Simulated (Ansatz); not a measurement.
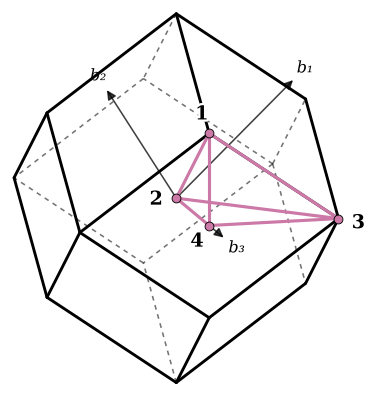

The first Brillouin zone of a body-centred cubic lattice (cI; extended symbol cI1) is drawn with its special points numbered. Crystal: Cd, the input geometry of an electronic-structure calculation (not necessarily at equilibrium). The drawing is computed from the coordinates (standard cell, symmetry found to 0.002 Å).

a = 3.569 Å, b = 3.569 Å, c = 3.569 Å, α = 90.00°, β = 90.00°, γ = 90.00°.

Labels and path follow the convention of Hinuma et al. (2017), as computed by seekpath; the arrows show the directions of the reciprocal primitive vectors b₁, b₂, b₃, in which coordinates are given.

**Give the label and coordinates of each numbered point.**

```tsv
no.	label	coordinates
1	P	(1/4, 1/4, 1/4)
2	Γ	(0, 0, 0)
3	H	(1/2, −1/2, 1/2)
4	N	(0, 0, 1/2)
```
